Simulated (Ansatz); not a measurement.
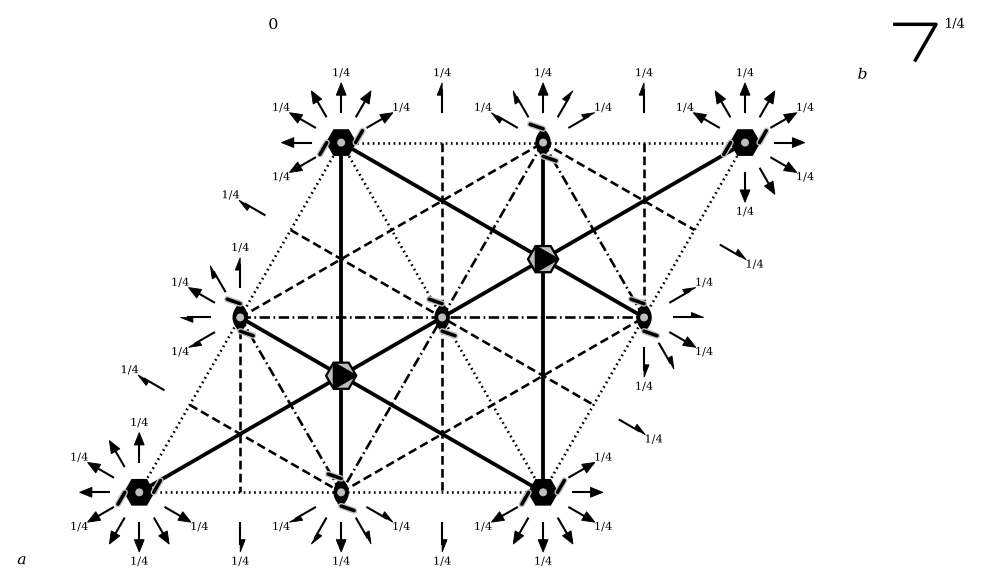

Symmetry elements of a space group, projected down c, computed from the operations of a computed or model structure of composition Ru, which need not be its known form.

Graphical symbols as in the International Tables (origin upper left, heights as fractions; handed screw axes are marked by their printed symbols).

> Identify the space group.

P6_3/mmc, No. 194; primitive hexagonal, point group 6/mmm, 24 general positions a cell.

> List the elements shown.

−6 axes along c at (1/3, 2/3), (2/3, 1/3); 6₃ axes along c at (0, 0); 2₁ axes along c at (0, 1/2), (1/2, 0), (1/2, 1/2); inversion centres at (0, 0), (0, 1/2), (1/2, 0), (1/2, 1/2); mirror planes holding c and [1 2 0] or [2 1 0] or [−1 1 0]; in-plane glide planes holding c and [1 2 0] or [2 1 0] or [−1 1 0]; c glide planes normal to a*, at x = 0; n glide planes normal to a*, at x = 1/2; c glide planes normal to b*, at y = 0; n glide planes normal to b*, at y = 1/2; c glide planes holding c and [1 1 0]; diagonal glide planes holding c and [1 1 0]; a mirror plane normal to c at height 1/4; 2 axes along [1 1 0] at height 0; 2 axes along [1 2 0] at height 1/4; 2 axes along [2 1 0] at height 1/4; 2 axes along [−1 1 0] at height 1/4; 2 axes along a at height 0; 2 axes along b at height 0; 2₁ axes along [1 1 0] at height 0; 2₁ axes along [1 2 0] at height 1/4; 2₁ axes along [2 1 0] at height 1/4; 2₁ axes along [−1 1 0] at height 1/4; 2₁ axes along a at height 0; 2₁ axes along b at height 0. Heights repeat every half period; positions are (a, b) fractions, modulo 1.
